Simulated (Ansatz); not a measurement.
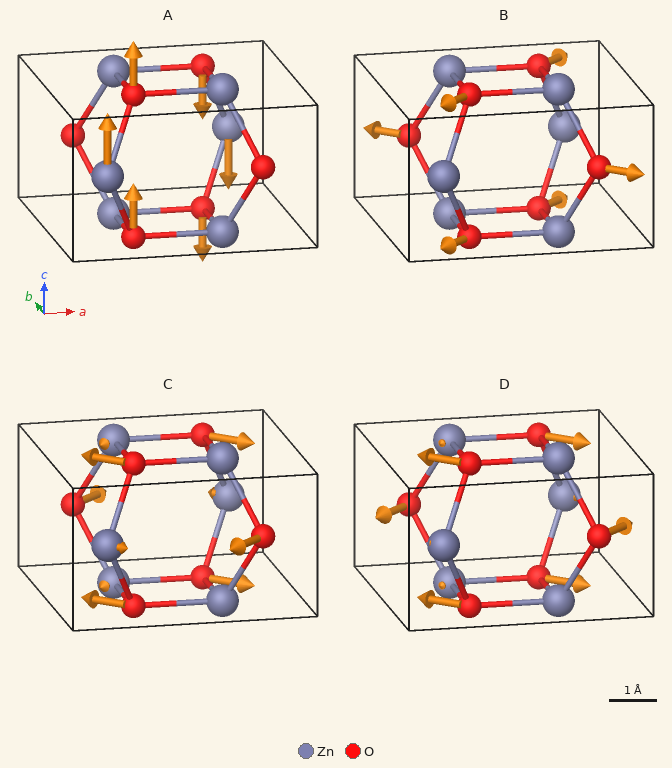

Four optical modes of crystalline ZnO at the zone centre, in no order (one member of each degenerate set). The orange arrows are the displacements of the atoms (eigenvector over the root of the mass), of arbitrary overall length and sign. The picture is a ball-and-stick view of the cell of the calculation, seen slightly off an axis.

The calculation used DFT LDA, scalar-relativistic, plane waves, PAW (Ansatz). Set-up: plane-wave cutoff 420 eV; k-point mesh 6 × 6 × 8; occupations fixed; no spin polarisation.

Frequencies are those without the non-analytic (LO–TO) term.

Rank the modes by frequency, softest first.

A (81 cm⁻¹), C (295 cm⁻¹), D (443 cm⁻¹), B (595 cm⁻¹). A, E_g: All motion is along c; atoms of one kind move against one another, with no net shift of any sublattice; it mainly bends the O–Zn bonds; the kinetic energy is shared as Zn 84 %, O 16 %. C, B₁g: Atoms of one kind move against one another, with no net shift of any sublattice; the kinetic energy is shared as O 84 %, Zn 16 %. D, A₂g: Atoms of one kind move against one another, with no net shift of any sublattice; it stretches the O–Zn bonds (1.98 Å); the kinetic energy is shared as O 98 %, Zn 2 %. B, B₂g: The Zn atoms stay at rest; atoms of one kind move against one another, with no net shift of their sublattice.
